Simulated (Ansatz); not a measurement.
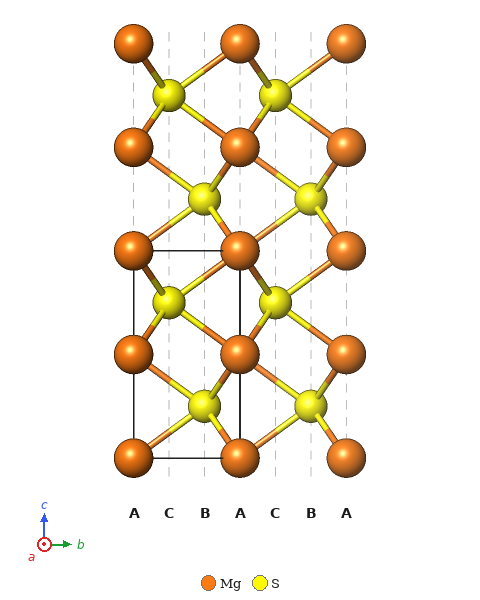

Projection along an edge of the hexagonal mesh, stacking direction c upwards. The dashed lines mark the three columns A (0, 0), B (1/3, 2/3) and C (2/3, 1/3). The sequence starts with the first layer at or above the cell's origin.

System MgS (space group P6_3/mmc, No. 194); source of the atomic positions: the input geometry of an electronic-structure calculation (not necessarily at equilibrium); the starting structure was generated, so it need not be a known form of this composition.

Read off the stacking sequence over one period.

Answer. Mg(A) – S(B) – Mg(A) – S(C) (four layers in 6.15 Å).

How are the S layers alone stacked?

Answer. S layers alone: BC, the hexagonal close-packed type.

Which positions between or in the S layers do the other atoms fill?

Answer. Mg: two octahedral sites, counted in one hexagonal cell.
